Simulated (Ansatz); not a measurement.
## Electronic structure of CaF2 in real space

The calculation's input:

```
crystal:
  lattice:
    - [0.054625, 2.7585625, 2.7585625]
    - [2.7585625, 0.054625, 2.7585625]
    - [2.7585625, 2.7585625, 0.054625]
  atoms:
    - { symbol: Ca, position: [0.0, 0.0, 0.0] }
    - { symbol: F, position: [0.25, 0.25, 0.25] }
    - { symbol: F, position: [0.75, 0.75, 0.75] }
kpoints:
  mp_grid: { grid: [8, 8, 8] }
scf:
  occupations: { method: fermi_dirac, width: 0.02 }
hamiltonian:
  xc: pbesol
  pseudopotentials: { kind: paw }
output:
  forces: true
  stress: true
  eigenvalues: true
  efg: { contact_densities: true }
  write_density: true
  write_potential: true
  elf: true
  volumetric_format: npy
```

Run with:

```sh
ansatz run input.yaml --threads 1 --pin off --max-ram 6144MiB --backend cpu --events-out ev --progress --plain --runs-dir out
```

Below, planes, directions and counts refer to the conventional cell (a = 3.82 Å, b = 3.82 Å, c = 9.65 Å, α = 90.00°, β = 90.00°, γ = 120.00°).

Space group R-3m; changed on purpose from its base cell (equal xy, yz and zx shear strains of +2 %, PAW files).

All numbers below come from DFT, PBEsol, PAW with Ansatz's default frozen-core files, scalar-relativistic (Ansatz).

The density is the valence pseudo-density of a PAW calculation; it isn't the true density close to the nuclei.

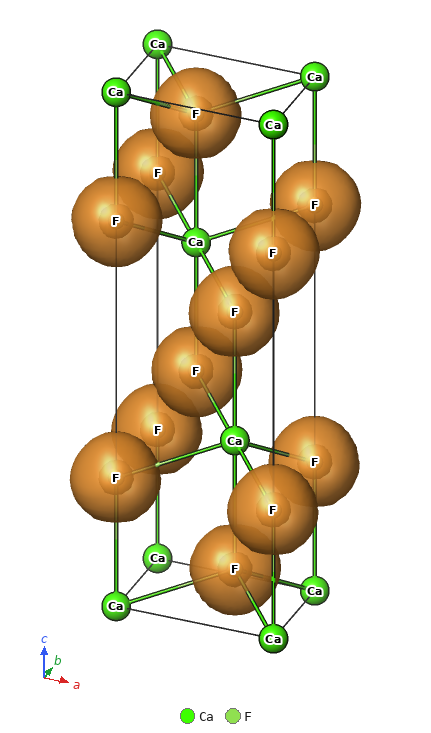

Figure 1. Isosurface of the ELF at 0.7 (orange), seen slightly off an axis. Core shells and regions of very low density are left out. Sticks mark near contacts.

### Identify the bonds, lone pairs and shells in this picture.

The ELF exceeds this value in six regions wrapped around F (the valence shell of each), counted in one cell of 9 atoms. Regions shared between cells count once.


Ca–F (2.35 Å): the ELF is about 0.05 at the midpoint; a largely ionic contact. Ca–F (2.41 Å): the ELF peaks at about 0.80 in the valence shell of F, 0.6 Å from its nucleus, and drops to about 0 between the two atoms; an ionic contact with no shared pair.

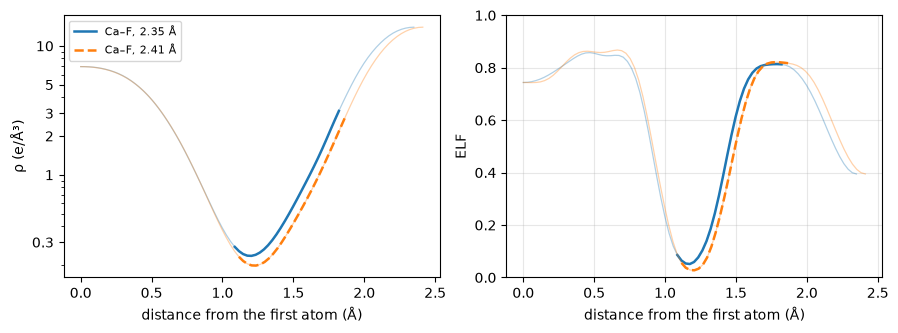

Figure 2. Valence pseudo-density and ELF along straight lines between neighbouring atoms. Thin, pale parts lie inside the atomic spheres.

### What can be read from the curves?

Ca–F (2.35 Å): ρ at the midpoint is about 0.24 e/Å³; the ELF is about 0.05 at the midpoint: a closed-shell, largely ionic contact.
Ca–F (2.41 Å): the density is about 0.2 e/Å³ at the midpoint; the ELF peaks at about 0.80 in the valence shell of F, 0.6 Å from its nucleus, and drops to about 0 between the two atoms: an ionic contact with no shared pair.

### Does the calculation make it a metal, or give it a gap?

It is gapped, with a Kohn–Sham gap of 7.1 eV on the k-point mesh (the band edges may lie off the mesh, which would make the gap smaller).
